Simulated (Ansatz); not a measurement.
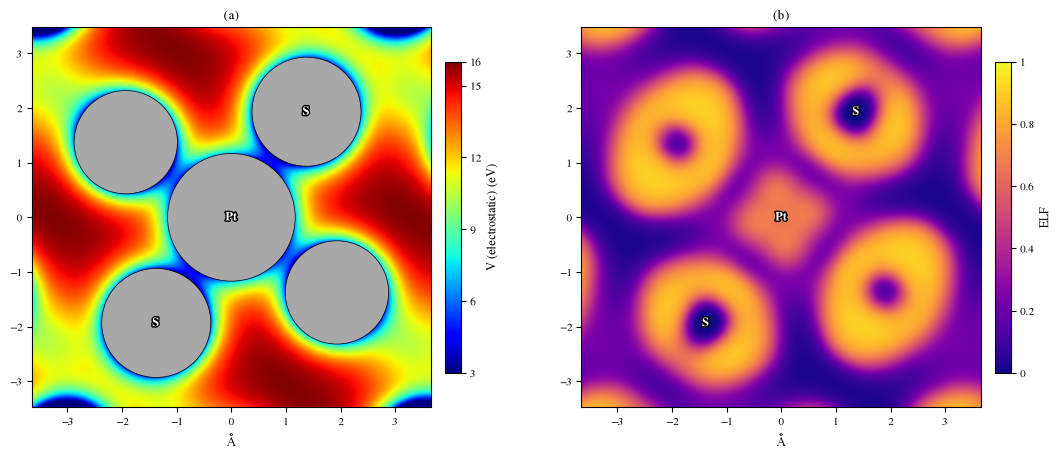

*PtS2. (a) electrostatic potential energy of an electron; (b) ELF on the (111) plane of the conventional cell. Grey discs cover the atomic cores in the potential map.*

Space group P4₂/mnm; started from the rutile prototype, which need not be the ambient phase; computed pressure about 3 GPa in this cell.

These are results of DFT, PBE with spin-orbit coupling, plane waves, PAW in Ansatz 0.2.0, not measurements.

Core electrons are frozen (PAW), and the valence fields are smoothed inside the atomic spheres.

Input file:

```
crystal:
  lattice:
    - [5.4233923774, 0.0, 0.0]
    - [0.0, 5.4233923774, 0.0]
    - [0.0, 0.0, 3.7881554414]
  atoms:
    - { symbol: Pt, position: [0.0, 0.0, 0.0] }
    - { symbol: Pt, position: [0.5, 0.5, 0.5] }
    - { symbol: S, position: [0.3093123642, 0.3093123642, 0.0] }
    - { symbol: S, position: [0.1906876358, 0.8093123642, 0.5] }
    - { symbol: S, position: [0.8093123642, 0.1906876358, 0.5] }
    - { symbol: S, position: [0.6906876358, 0.6906876358, 0.0] }
kpoints:
  mp_grid: { grid: [6, 6, 6] }
  band_path:
    path:
      - [0.0, 0.0, 0.0]
      - [0.0, 0.5, 0.0]
      - [0.5, 0.5, 0.0]
      - [0.0, 0.0, 0.5]
      - [0.0, 0.5, 0.5]
      - [0.5, 0.5, 0.5]
      - [0.45, 0.5, 0.0]
      - [0.0, 0.0, 0.2]
    npoints: 1
hamiltonian:
  xc: pbe
scf:
  occupations: { method: fermi_dirac, width: 0.02 }
  n_extra_bands: 10
magnetization:
  noncollinear: true
  spin_orbit: true
output:
  forces: true
  stress: true
  eigenvalues: true
  write_density: true
  write_potential: true
  elf: true
  volumetric_format: npy
```

Below, planes, directions and counts refer to the conventional cell (a = 5.42 Å, b = 5.42 Å, c = 3.79 Å, α = 90.00°, β = 90.00°, γ = 90.00°).

Q: Describe what can be read from this map.

A: Atoms in the plane: Pt and S.
Atoms just off the plane (S, 0.3 Å away) can leave unmarked features too.
Pt–S (2.37 Å): the ELF peaks at about 0.85 in the valence shell of S, 0.8 Å from its nucleus, and is about 0.40 at the midpoint.
The features right at Pt lie inside the PAW spheres, where the map follows smoothed inner orbitals and isn't to be read closely.
Outside the cores the potential energy rises away from the atoms and is highest about 2.0 Å from the nearest atoms; its zero is arbitrary.
